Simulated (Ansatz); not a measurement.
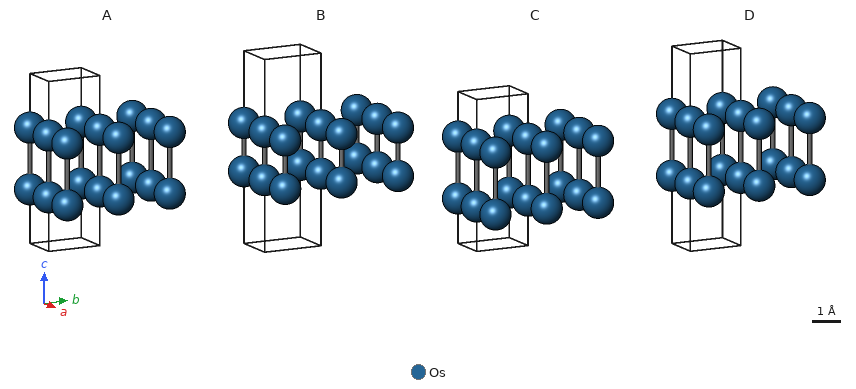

4 geometries from one relaxation of crystalline Os (a generated structure, set up in P6/mmm) (coarse preliminary run), in shuffled order. The picture is a ball-and-stick view of the cell of the calculation, repeated 2 × 2 × 1 with one cell outlined, seen slightly off an axis.

These are results of DFT PBE, scalar-relativistic, plane waves, PAW in Ansatz 0.2.0, not measurements. Settings: plane-wave cutoff 420 eV; k-point mesh 6 × 6 × 4; occupations gaussian; smearing width 0.1 eV; no spin polarisation; cell and atoms relaxed; force threshold 0.04 eV/Å; at most 70 steps.

Question: Put them in the order of the run, from the start to the converged end.

Answer: B, D, A, C. They are steps 0, 3, 9, 15, at +6.008 eV per cell of the calculation, +0.175 eV per cell of the calculation, +80.2 meV per cell of the calculation relative to the last. Over 14 accepted moves (15 points after the start) the energy falls by 6.008 eV per cell of the calculation. Largest force component: 31 eV/Å at the start, 0.00073 eV/Å at the end. Pressure: 43.69 GPa at the start and −0.06 GPa at the end. The SCF was repeated once at an unchanged geometry on a basis and grid sized afresh for the cell, which shifted the energy by 4.9 meV per cell of the calculation at most. The largest moves relative to the cell, 0.44 Å, are those of Os atoms. Cell: a = b 2.940 → 2.674 Å (−9.0 %), c 7.154 → 5.637 Å (−21.2 %). Volume −34.8 %. Near-neighbour distances that change, for instance: Os–Os 1.795 → 2.297 Å, Os–Os 2.940 → 2.674 Å. The space group stays P6/mmm (No. 191).
